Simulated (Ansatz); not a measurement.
# H_i (bond centre, by Cl) in AgCl (Fm-3m): charge-transition levels and formation energies

Wanted: the transition levels of a hydrogen interstitial in AgCl (Fm-3m), from a cell of 54 host atoms with 1 H put in.

Program: Ansatz 0.2.0. Level of theory: place-levels on r2SCAN runs: charge-transition levels and formation energies with image-charge correction and potential alignment at the atomic sites; PAW set soft_1. Results are calculated unless marked as measured.

### Step 1. The starting structure

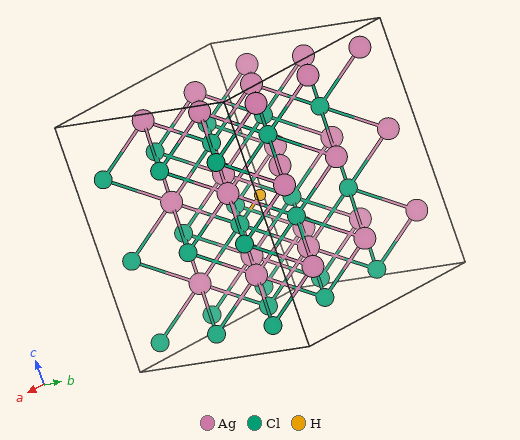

Start, viewed slightly off an axis; silver pink, chlorine teal, hydrogen orange.

The cell holds 55 atoms: 27 Ag, 27 Cl and 1 H. Its edges and angles: a = 11.763 Å, b = 11.763 Å, c = 11.763 Å, α = 60.0°, β = 60.0°, γ = 60.0°. It derives from AgCl (space group Fm-3m). Nearest the centre at fractional (0.417, 0.583, 0.583): H55 at 0.00 Å, Cl28 at 1.39 Å, Ag35 at 1.39 Å, Ag51 at 3.10 Å, Ag47 at 3.10 Å, Ag29 at 3.10 Å, Ag33 at 3.10 Å, Cl12 at 3.10 Å.

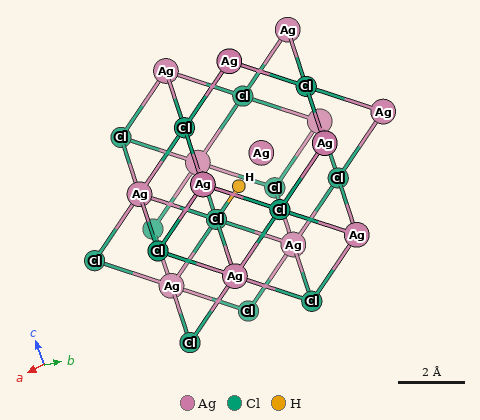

The atoms within 5 Å of the centre.

Screening for the image-charge correction: ε∞ = 5.33, ε0 = 16.41, computed on the host (DFPT, PBEsol, on the r2SCAN cell), and a cell off the functional's own equilibrium shifts the ionic part.

The cell's shortest repeat is 11.8 Å.

### Step 2. What was run first

A transition level is the Fermi level at which two charge states cost the same, so each charge needs its own total energy, at its own relaxed structure.

Random displacements of about 0.05 Å break the site symmetry at the start, so that the relaxation can reach a distorted minimum if there is one. Forces are taken at one point at (¼, ¼, ¼). The cell holds 1 electron more than the neutral one, with a uniform background that keeps it neutral on the whole.

The sampling was tested on the host first: at the k-points planned (1x1x1 shifted 0.25 0.25 0.25) its energy lies 0.012 eV an atom from the dense-mesh value, under the bound of 0.02 eV set for this test; that bounds the host's error, not the defect's.

One of the inputs; charge, spin and start change from state to state.

qm1.relax/input.yaml reads:

```yaml
crystal:
  lattice:
    - [0.0, 8.317989, 8.317989]
    - [8.317989, 0.0, 8.317989]
    - [8.317989, 8.317989, 0.0]
  atoms:
    - { symbol: Ag, position: [0.0, 0.0, 0.0] }
    - { symbol: Cl, position: [0.16666667, 0.16666667, 0.16666667] }
[... 7 atom lines left out ...]
    - { symbol: Cl, position: [0.16666667, 0.5, 0.5] }
[... 1 atom line left out ...]
    - { symbol: Cl, position: [0.16666667, 0.5, 0.83333333] }
[... 3 atom lines left out ...]
    - { symbol: Cl, position: [0.16666667, 0.83333333, 0.5] }
    - { symbol: Ag, position: [0.0, 0.66666667, 0.66666667] }
[... 3 atom lines left out ...]
    - { symbol: Ag, position: [0.33333333, 0.0, 0.33333333] }
[... 2 atom lines left out ...]
    - { symbol: Cl, position: [0.5, 0.16666667, 0.83333333] }
    - { symbol: Ag, position: [0.33333333, 0.33333333, 0.0] }
[... 2 atom lines left out ...]
    - { symbol: Cl, position: [0.5, 0.5, 0.5] }
    - { symbol: Ag, position: [0.33333333, 0.33333333, 0.66666667] }
    - { symbol: Cl, position: [0.5, 0.5, 0.83333333] }
[... 1 atom line left out ...]
    - { symbol: Cl, position: [0.5, 0.83333333, 0.16666667] }
    - { symbol: Ag, position: [0.33333333, 0.66666667, 0.33333333] }
    - { symbol: Cl, position: [0.5, 0.83333333, 0.5] }
    - { symbol: Ag, position: [0.33333333, 0.66666667, 0.66666667] }
[... 9 atom lines left out ...]
    - { symbol: Ag, position: [0.66666667, 0.33333333, 0.33333333] }
    - { symbol: Cl, position: [0.83333333, 0.5, 0.5] }
    - { symbol: Ag, position: [0.66666667, 0.33333333, 0.66666667] }
[... 3 atom lines left out ...]
    - { symbol: Ag, position: [0.66666667, 0.66666667, 0.33333333] }
[... 1 atom line left out ...]
    - { symbol: Ag, position: [0.66666667, 0.66666667, 0.66666667] }
[... 1 atom line left out ...]
    - { symbol: H, position: [0.416667, 0.583333, 0.583333] }
  host:
    repeats: [3, 3, 3]
    atoms:
      - { symbol: Ag, position: [0.0, 0.0, 0.0] }
      - { symbol: Cl, position: [0.5, 0.5, 0.5] }
total_charge: -1
basis:
  ecutwfc: 500
  xc_grid: 2
hamiltonian:
  xc: r2scan
  pseudopotentials: { kind: paw, azcp: { folder: soft_1 } }
kpoints:
  mp_grid: { grid: [1, 1, 1], shift: [0.25, 0.25, 0.25] }
scf:
  occupations: { method: fixed }
  max_iter: 60
output:
  forces: true
  charged_corrections:
    epsilon: 5.33
    static_epsilon: 16.41
    defect_position: [0.416667, 0.583333, 0.583333]
relax:
  f_tol: 0.02
  max_steps: 80
  random_displacement: { amplitude: 0.05, seed: 8171 }
checkpoint:
  write: "../qm1.relax.run"
  compress: false
  write_wavefunctions: true
  write_every: 100000
```

On the command line:

```
$ ansatz run input.yaml --threads 4 --pin off --max-ram 15073MiB --backend cpu --events-out ev --progress --plain --runs-dir out
```

The relaxed structure is kept and the sampling changed to a 2×2×2 shifted mesh.

The run of this state that the levels use, under r2SCAN:

qm1.point/input.yaml reads:

```yaml
crystal:
  checkpoint: "../qm1.relax.run"
  host: checkpoint
total_charge: -1
basis:
  ecutwfc: 500
  xc_grid: 2
hamiltonian:
  xc: r2scan
  pseudopotentials: { kind: paw, azcp: { folder: soft_1 } }
kpoints:
  mp_grid: { grid: [2, 2, 2], shift: [0.5, 0.5, 0.5] }
scf:
  occupations: { method: fermi_dirac, width: 0.01 }
  max_iter: 60
output:
  forces: true
  eigenvalues: true
  charged_corrections:
    epsilon: 5.33
    static_epsilon: 16.41
    defect_position: [0.416667, 0.583333, 0.583333]
  eigenstates: { localisation: true }
  populations: true
  band_densities: [{ bands: [v1, v1] }, { bands: [c1, c1] }]
  write_density: true
  write_potential: true
  volumetric_format: npy
  elf: true
checkpoint:
  read: "../qm1.relax.run"
  write: "../qm1.point.run"
  compress: false
  write_wavefunctions: false
  write_every: 100000
```

Relaxations under r2SCAN at one point at (¼, ¼, ¼); times on 4 threads of Arm Neoverse V1, shared host:

| charge | moment (μB) | occupations | outcome | steps | largest displacement against the far atoms (Å) | time |
| --- | --- | --- | --- | --- | --- | --- |
| −1 | 0 | fixed | converged | 26 | 1.43 | 18 min |
| 0 | 1 | fixed | converged | 10 | 0.45 | 17 min |
| +1 | 0 | fixed | converged | 6 | 0.35 | 5 min |

Single points under r2SCAN at a 2×2×2 shifted mesh; times on 4 threads of Arm Neoverse V1, shared host:

| charge | moment (μB) | occupations | outcome | time |
| --- | --- | --- | --- | --- |
| −1 | 0 | fermi-dirac | converged | 5.1 min |
| 0 | 1 | fermi-dirac | converged | 12 min |
| +1 | 0 | fermi-dirac | converged | 4.9 min |

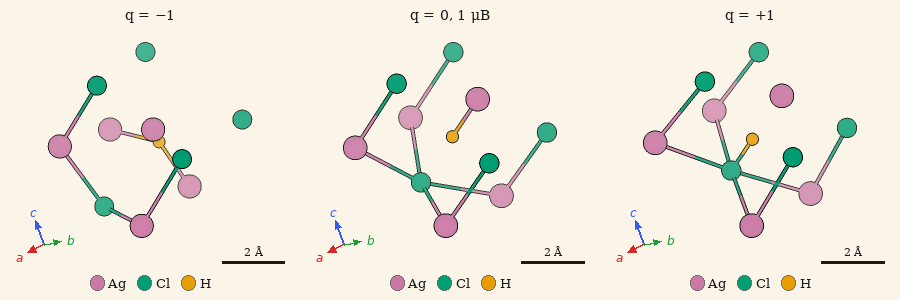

The structures near the centre after relaxation with r2SCAN, by charge. Bonds to atoms that aren't drawn are left out.

Distances (Å) from H55 to the nearest atoms after relaxation with r2SCAN:

| charge | moment (μB) | 1. | 2. | 3. | 4. | 5. | 6. |
| --- | --- | --- | --- | --- | --- | --- | --- |
| −1 | 0 | Ag 1.79 | Ag 1.82 | Ag 1.86 | Cl 2.81 | Cl 2.92 | Cl 2.95 |
| 0 | 1 | Ag 1.64 | Cl 1.96 | Cl 3.07 | Cl 3.07 | Ag 3.09 | Ag 3.10 |
| +1 | 0 | Cl 1.36 | Ag 1.88 | Cl 3.05 | Cl 3.05 | Cl 3.07 | Cl 3.07 |

### Step 3. Levels against the band edges, r2SCAN

A charged cell interacts with its images and the background, and its potential has another zero than the host's. place-levels removes the first by a point-charge model, screened by the static dielectric constant since the ions have relaxed around the charge, and the second by comparing potentials at atoms far from the defect.

The host is a run of the defect-free crystal in the same cutoffs, grids and k-points, so that basis and sampling errors cancel in part in the differences. The host is run in a cell of 2 atoms on a matching mesh. Its band edges are searched through the zone by a band path, so the gap is smaller than, or equal to, that on the mesh. Chemical potentials are energies per atom of H (H2 molecule), run with the same functional and cutoff.

levels.point.yaml reads:

```yaml
host:
  run: host.point.run
states: [qm1.point.run, q0_M1.point.run, qp1.point.run]
geometry_from:
  qm1.point.run: qm1.relax.run
  q0_M1.point.run: q0_M1.relax.run
  qp1.point.run: qp1.relax.run
chemical_potentials:
  H:
    energy: -15.945394
    dataset: "<sha256 of the dataset>"
epsilon: 5.33
static_epsilon: 16.41
vertical:
  - { from: qm1.point.run, to: qm1.point_neutral.run }
  - { from: qp1.point.run, to: qp1.point_neutral.run }
```

On the command line:

```
$ ansatz place-levels levels.point.yaml -- --threads 4 --pin off --max-ram 15073MiB
```

Numbers of over 12 decimals in the logs are rounded to 6 here.

The log of the run:

```text
[... repeated set-up lines and file paths are left out, and long positions are rounded to six places ...]
(+1/0) 1.431 eV above the valence edge, 0.041 eV under the conduction edge; not on the lower envelope
(0/-1) 0.596 eV above the valence edge, 0.875 eV under the conduction edge; not on the lower envelope
(+1/-1) 1.014 eV above the valence edge, 0.458 eV under the conduction edge: charges between them are lowest nowhere
formation energy of charge +1: +0.557 eV with the Fermi level at the valence edge
formation energy of charge 0: +1.988 eV with the Fermi level at the valence edge
formation energy of charge -1: +2.584 eV with the Fermi level at the valence edge
vertical -1 to 0: no energy, since no alignment is typed
  the change from vertical[0].from (qm1.point.run) to vertical[0].to (qm1.point_neutral.run): by its potential at epsilon 5.33 it stands at 0.325 0.531 0.533, with an rms radius of about 3.2 Å (2.2 1.6 1.7 Å across the planes of the cell's vectors); [...]
vertical +1 to 0: no energy, since no alignment is typed
  the change from vertical[1].from (qp1.point.run) to vertical[1].to (qp1.point_neutral.run): by its potential at epsilon 5.33 it stands at 0.440 0.563 0.563, with an rms radius of about 4.4 Å (2.5 2.5 2.5 Å across the planes of the cell's vectors); [...]
  edges by r2scan, gap 1.472 eV; the host is sampled to repeats of 23.53 Å
  the defect's cells are sampled to repeats of 23.53 Å, like sampling
  charge +1: -234620.8215 eV with its correction of +0.160 eV, at epsilon 16.41, aligned at sites: +0.0388 eV, mean over 10 atomic sites at or beyond 5.88 Å from the defect at [0.4167, 0.5833, 0.5833], with +0.000000 for the charge's moments and without [...]
  charge 0: +0.000 eV for its dipole among its images, +0.256 omitted
  charge -1: -234603.3019 eV with its correction of +0.116 eV, at epsilon 16.41, aligned at sites: +0.0050 eV, mean over 10 atomic sites at or beyond 5.88 Å from the defect at [0.4167, 0.5833, 0.5833], with +0.000000 for the charge's moments and without [...]
  of states[2] (qp1.point.run): it parts from the run at its places by a charge that spreads by about 2.5 Å along one vector (1.7 Å or more is wide), by its potential at epsilon 5.33, taken for that of held ions (one typed too small widens it), where the cell [...]
  of states[1] (q0_M1.point.run): its alignment with the host at atomic sites is doubtful: the cell is too small to show whether the defect's potential has decayed: take a larger one; [...]
  of states[0] (qm1.point.run): it parts from the run at its places by a charge that spreads by about 2.2 Å along one vector (1.7 Å or more is wide), by its potential at epsilon 5.33, taken for that of held ions (one typed too small widens it), where the cell [...]
  of vertical[0].from (qm1.point.run): it parts from the run at its places by a charge that spreads by about 2.2 Å along one vector (1.7 Å or more is wide), by its potential at epsilon 5.33, taken for that of held ions (one typed too small widens it), where [...]
  vertical[0].to (qm1.point_neutral.run): levels filled in part (TS 0.001 eV): its energy is of no whole electron's
  of vertical[0].to (qm1.point_neutral.run): stability_check_not_made
  of vertical[1].from (qp1.point.run): it parts from the run at its places by a charge that spreads by about 2.5 Å along one vector (1.7 Å or more is wide), by its potential at epsilon 5.33, taken for that of held ions (one typed too small widens it), where [...]
  of vertical[1].to (qp1.point_neutral.run): its moments are held at its close (magnetization.spin_locking), by a field of 0.308 eV a Bohr magneton, and its energy and levels are of the state that this holds: a run that lets them go can end lower; [...]
```

Elapsed: 0.37 s, on 4 threads of Arm Neoverse V1, shared host.

Levels between the charges placed, in eV above the valence top:

|  | gap (eV) | (+1/0) | (0/−1) |
| --- | --- | --- | --- |
| r2SCAN | 1.47 | 1.43 | 0.60 |

Corrections by state:

| charge | moment (μB) | image terms and alignment (eV) | band filling (eV) | ε used | over the lowest of its charge, as the program ranks them, band filling apart (eV) |
| --- | --- | --- | --- | --- | --- |
| +1 | 0.0 | 0.160 | - | 16.41 | 0.000 |
| 0 | 1.0 | 0.000 | - | - | 0.000 |
| −1 | 0.0 | 0.116 | - | 16.41 | 0.000 |

The charged structures listed were also run neutral, and place-levels reads from each pair, by the potential or the spins, how wide the charge is by which they differ; that can be the carrier of either run.

| charge | rms radius (Å) | spread where it is widest against the cell (Å) | wide from (Å) | reading |
| --- | --- | --- | --- | --- |
| +1 | 4.4 | 2.54 | 1.66 | wide |
| −1 | 3.2 | 2.16 | 1.66 | wide |

The neutral runs of these pairs need not share the spin of the lowest neutral state, and very wide values only mean spread over the cell.

From the program's caveats on the states, each cut to its opening words:

- charge +1: it parts from the run at its places by a charge that spreads by about 2.5 Å along one vector (1.7 Å or more is wide), by its potential at epsilon 5.33, taken [...]
- charge +1, 0 (1 μB), −1: its alignment with the host at atomic sites is doubtful: the cell is too small to show whether the defect's potential has decayed: take a larger one
- charge 0 (1 μB): the far atoms show a dipole or second moment of the defect's charge, for which the correction takes or leaves out 0.256 eV: further moments aren't read, and [...]
- charge 0 (1 μB): flagged: stability check not made
- charge −1: it parts from the run at its places by a charge that spreads by about 2.2 Å along one vector (1.7 Å or more is wide), by its potential at epsilon 5.33, taken [...]
- charge −1: the far atoms show a dipole or second moment of the defect's charge, for which the correction takes or leaves out 0.174 eV: further moments aren't read, and [...]

The host's formation energy from the elements is -0.640 eV per atom; it sets how far the chemical potentials can move.

Limit set by the element alone; other compounds of these elements are not counted. Chemical potentials from the elements' reference states: Ag 0.00 eV, Cl -1.28 eV, H 0.00 eV. Formation energy by charge state (Ag-rich; gap 1.47 eV):

| charge | at valence top (eV) | at conduction bottom (eV) | correction included (eV) |
| --- | --- | --- | --- |
| +1 | 0.56 | 2.03 | 0.16 |
| 0 | 1.99 | 1.99 | 0.00 |
| −1 | 2.58 | 1.11 | 0.12 |

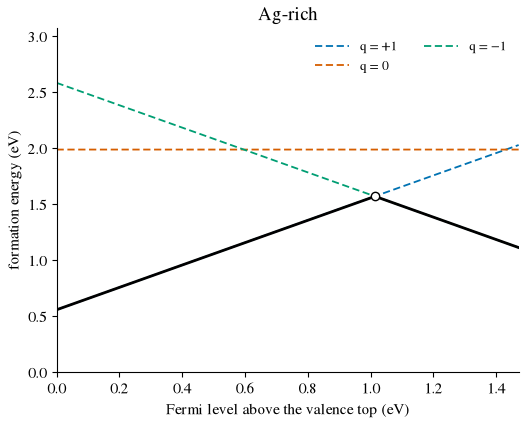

Formation energy against Fermi level; the thick line follows the lowest charge state and circles mark the transition levels.

Limit set by the element alone; other compounds of these elements are not counted. Chemical potentials from the elements' reference states: Cl 0.00 eV, Ag -1.28 eV, H 0.00 eV. Formation energy by charge state (Cl-rich; gap 1.47 eV):

| charge | at valence top (eV) | at conduction bottom (eV) | correction included (eV) |
| --- | --- | --- | --- |
| +1 | 0.56 | 2.03 | 0.16 |
| 0 | 1.99 | 1.99 | 0.00 |
| −1 | 2.58 | 1.11 | 0.12 |

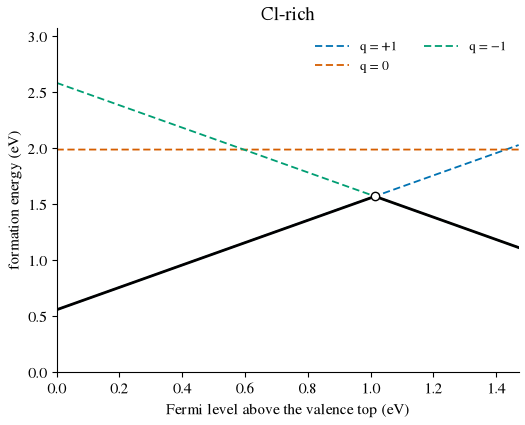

Formation energy against Fermi level; the thick line follows the lowest charge state and circles mark the transition levels.

### Step 4. Effect of the sampling

The relaxations' own energies give the levels at their sampling, for comparison.

levels.relax_mesh.yaml reads:

```yaml
host:
  run: host.relax.run
states: [qm1.relax.run, q0_M1.relax.run, qp1.relax.run]
chemical_potentials:
  H:
    energy: -15.945394
    dataset: "<sha256 of the dataset>"
```

On the command line:

```
$ ansatz place-levels levels.relax_mesh.yaml -- --threads 4 --pin off --max-ram 15073MiB
```

The log of the run:

```text
[...]
formation energy of charge +1: +0.558 eV with the Fermi level at the valence edge
formation energy of charge 0: +1.923 eV with the Fermi level at the valence edge
formation energy of charge -1: +2.357 eV with the Fermi level at the valence edge
  edges by r2scan, gap 1.467 eV; the host is sampled to repeats of 11.76 Å
[... the lines on each state left out ...]
```

It took 0.13 s on 4 threads.

Levels between neighbouring charges, in eV above the valence top:

|  | gap (eV) | (+1/0) | (0/−1) |
| --- | --- | --- | --- |
| one point at (¼, ¼, ¼) | 1.47 | 1.36 | 0.43 |
| a 2×2×2 shifted mesh | 1.47 | 1.43 | 0.60 |

Going from one point at (¼, ¼, ¼) to a 2×2×2 shifted mesh moves the levels that carry no band-filling term by up to 0.16 eV and formation energies against the elements by up to 0.23 eV.

### Step 5. Results

* gap of the host: 1.47 eV (r2SCAN)
* level (plus 1/0): 1.43 eV above the valence top, not a change between lowest states
* level (0/minus 1): 0.60 eV above the valence top, not a change between lowest states
* level (plus 1/minus 1): 1.01 eV above the valence top
* lowest of the charges placed, just above the valence top (0.02 eV): +1
* lowest of the charges placed, just below the conduction bottom (0.02 eV): −1
* lowest formation energy at mid-gap of the charges run, Ag-rich: 1.29 eV
* lowest formation energy at mid-gap of the charges run, Cl-rich: 1.29 eV

Of the charges placed (−1, 0 and +1), the lowest changes at 1.01 eV (+1/−1) above the valence top, in a gap of 1.47 eV. (+1/−1) passes over charge 0, which lies 0.42 eV above the two there; a lower structure or spin state of it, if missed, would change that. Charges above +1 and below −1 were not placed, so these runs say nothing of levels that involve them. States placed: +1 at 0 μB; 0 at 1 μB; −1 at 0 μB. Other spin states or structures, where not listed, weren't placed. At charge −1 the atom put in ends up to 1.4 Å from its starting place, so the name tells the start alone and the levels can join different sites. H is taken at its element; compounds, which aren't counted here, bound the chemical potentials and would shift these formation energies. Going from one point at (¼, ¼, ¼) to a 2×2×2 shifted mesh moves the levels that carry no band-filling term by up to 0.16 eV and formation energies against the elements by up to 0.23 eV. The program doubts the alignment of potentials for at least one state, a sign that the cell is small. Keep in mind: r2SCAN makes the gap too small and tends to spread out bound carriers; where a gas molecule sets a chemical potential or the host's formation energy, its binding is uncorrected; spin–orbit coupling, which can matter with heavy atoms, is left out.

[Logs are printed without paths, hosts, clocks, repeated set-up lines and the standing remarks that a program may print on its own settings, such as how far it seeks lower states.]

[Hosts, paths, dates, database ids (printed as entryN), source tags and the programs' standing remarks are cut or masked in the printed files.]

[Where a table of states has a column of steps, it counts the stored structures, which are thinned; the runs took as many ionic steps or more.]

[A defect's name tells the site on which it was built; relaxed atoms can leave that site.]

[For some hosts the program warned that the k-mesh of the response run may be too coarse for force constants and the static dielectric constant; such warnings are not shown here.]
